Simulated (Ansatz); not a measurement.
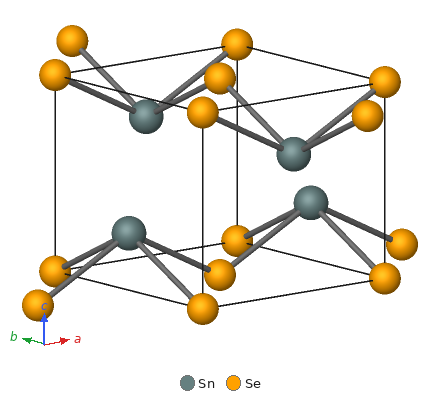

SnSe (P4/nmm, No. 129): the geometry relaxed with DFT PBE, scalar-relativistic, plane waves, PAW in Ansatz; the starting structure was generated, so it need not be a known form of this composition.

```
CELL_PARAMETERS angstrom
5.16923 0.00000 0.00000
0.00000 5.16923 0.00000
0.00000 0.00000 4.42724
ATOMIC_POSITIONS crystal
Sn 0.00000 0.50000 0.28965
Sn 0.50000 0.00000 0.71035
Se 0.00000 0.00000 0.00000
Se 0.50000 0.50000 0.00000
```

### What will an integrated-DPC-like image along [112] show? Simulated as the projected potential of neutral atoms (B = 0.3 Å²) blurred by a 0.50 Å probe, the thin-sample limit of integrated differential phase contrast. The display is stretched by a gamma of 0.65; percentages refer to the linear signal. Shot noise was added.

The columns repeat on a rectangular net of 2.82 × 3.66 Å (plane group p2mm). The brightest columns hold 2 Se per repeat; in falling brightness follow 1 Sn (about 75 %). Brightness is counted from the darkest point of the image. The shortest distance between visible columns is 1.19 Å in projection (between Sn columns). Along the beam the structure repeats every 11.48 Å.

```tsv
column	atoms along the beam per repeat	peak brightness
Se	2 Se	100 %
Sn	1 Sn	75 %
```

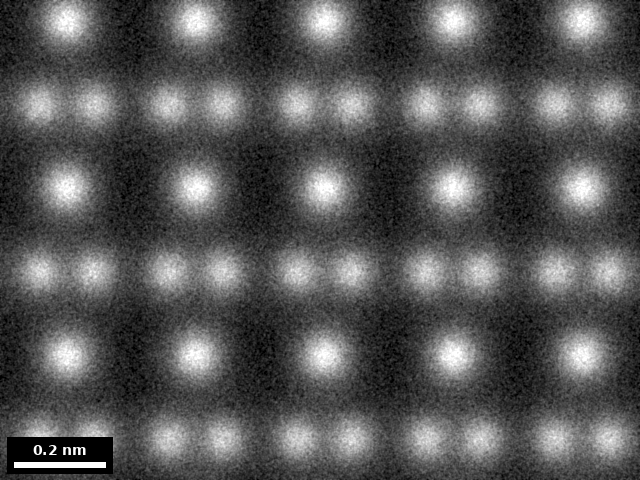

The simulated image.
